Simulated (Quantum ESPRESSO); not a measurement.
# Energy of AlRu along an even scaling of the cell

System: AlRu (Pm-3m, 2 atoms in the cell).
Method: Kohn-Sham DFT of a periodic cell, r2SCAN, SG15 PBE 1.2, no spin polarisation (Quantum ESPRESSO 7.5).

The 7 runs differ only in the geometry, by an even scaling of the cell at fixed fractional positions. The structure derives from an entry of the Crystallography Open Database.

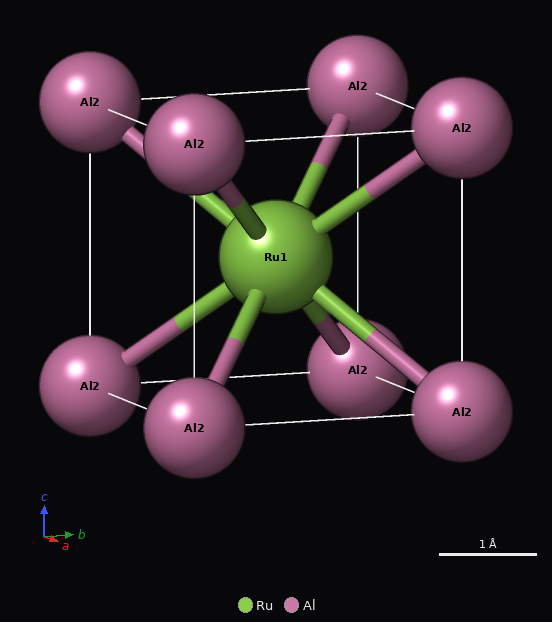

Figure 1. The structure of run 4 (ball-and-stick view of the cell of the calculation, seen slightly off an axis; atoms are numbered from 1 in the order of the input). An atom can appear more than once, as a periodic image.

**Input of run 4**
```
&CONTROL
  calculation = 'scf'
  prefix = 'pwscf'
  outdir = './tmp'
  pseudo_dir = './pseudo'
  tprnfor = .true.
  tstress = .true.
  disk_io = 'nowf'
/
&SYSTEM
  ibrav = 0
  nat = 2
  ntyp = 2
  ecutwfc = 75
  nbnd = 21
  input_dft = 'r2scan'
  occupations = 'smearing'
  smearing = 'fd'
  degauss = 0.00367493
  nosym = .true.
  nr1 = 32
  nr2 = 32
  nr3 = 32
/
&ELECTRONS
  conv_thr = 1d-08
  electron_maxstep = 120
  mixing_beta = 0.5
/
ATOMIC_SPECIES
Ru   101.0700 Ru_ONCV_PBE-1.2.upf
Al    26.9815 Al_ONCV_PBE-1.2.upf
CELL_PARAMETERS angstrom
   2.9916000000    0.0000000000    0.0000000000
   0.0000000000    2.9916000000    0.0000000000
   0.0000000000    0.0000000000    2.9916000000
ATOMIC_POSITIONS crystal
Ru     0.5000000000    0.5000000000    0.5000000000
Al     0.0000000000    0.0000000000    0.0000000000
K_POINTS automatic
7 7 7 0 0 0
```

Command:
```bash
OMP_NUM_THREADS=1 mpirun -n 2 pw.x -nk 2 -in pw.in > pw.out
```

Lattice vectors (Å) and fractional positions of run 4:
```
   2.991600    0.000000    0.000000
   0.000000    2.991600    0.000000
   0.000000    0.000000    2.991600
Ru  0.500000  0.500000  0.500000
Al  0.000000  0.000000  0.000000
```

Run 2 differs from it as follows:
```diff
-   2.9916000000    0.0000000000    0.0000000000
-   0.0000000000    2.9916000000    0.0000000000
-   0.0000000000    0.0000000000    2.9916000000
+   2.9511680166    0.0000000000    0.0000000000
+   0.0000000000    2.9511680166    0.0000000000
+   0.0000000000    0.0000000000    2.9511680166
```

**Results, with one run withheld**

```csv
run,volume per atom (Å³),"free energy per atom, from the lowest run given (meV)",pressure (GPa)
1,12.584,24.99,12.84
2,12.851,?,?
3,13.119,0.11,2.30
4,13.387,0.00,−2.20
5,13.655,7.02,−6.24
6,13.922,20.44,−9.87
7,14.190,39.59,−13.12
```

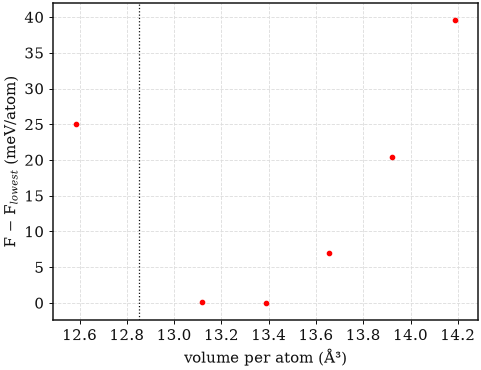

Figure 2. Free energy per atom of the runs given; the dotted line marks run 2.

Fit the runs given and predict run 2.

A cubic polynomial in V^(−2/3) (the Birch–Murnaghan form), fitted to the 6 runs given, misses them by at most 0.02 meV per atom. With x = V^(−2/3) − 0.17674 Å⁻², it reads F = 1.2131 − 2331.8 x + 6.4568e+05 x² + 6.2492e+05 x³ (meV per atom). At run 2 it gives 8.16 meV per atom, and the run itself gives 8.15. The slope of the fit gives a pressure −dF/dV of 7.37 GPa there, and the run prints 7.29 GPa. The two needn't agree exactly: the fit is approximate, and the printed stress is taken on a finite basis. The fit has its minimum at 13.255 Å³ per atom, where V d²F/dV² gives 222 GPa: the bulk modulus at this level, since symmetry fixes the shape and the positions.

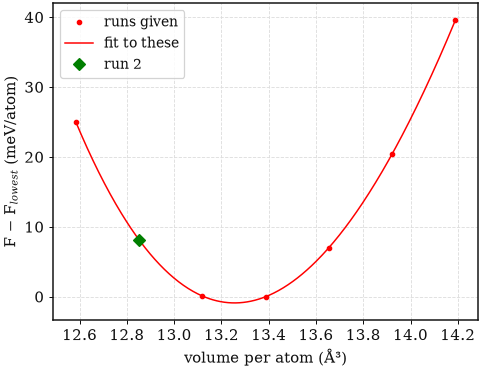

Figure 3. The fit and the withheld run.

**Some lines of the output (run 2)**
```
[...]
     number of k points=   172  Fermi-Dirac smearing, width (Ry)=  0.0037
     total energy              =    -327.17272356 Ry
     total energy              =    -327.22792275 Ry
     total energy              =    -327.23157495 Ry
     total energy              =    -327.23299817 Ry
     total energy              =    -327.23331398 Ry
     total energy              =    -327.23332887 Ry
     total energy              =    -327.23332915 Ry
     total energy              =    -327.23332919 Ry
     the Fermi energy is    18.9805 ev
!    total energy              =    -327.23332919 Ry
     The total energy is F=E-TS. E is the sum of the following terms:
     Computing stress (Cartesian axis) and pressure
          total   stress  (Ry/bohr**3)                   (kbar)     P=       72.93
```

Notes: Further notes kept with the run: potentials made for another functional. Notes on the run: SCF correction compared to forces is large. Points of doubt noted for this run: coarse mesh; potentials made for another functional.
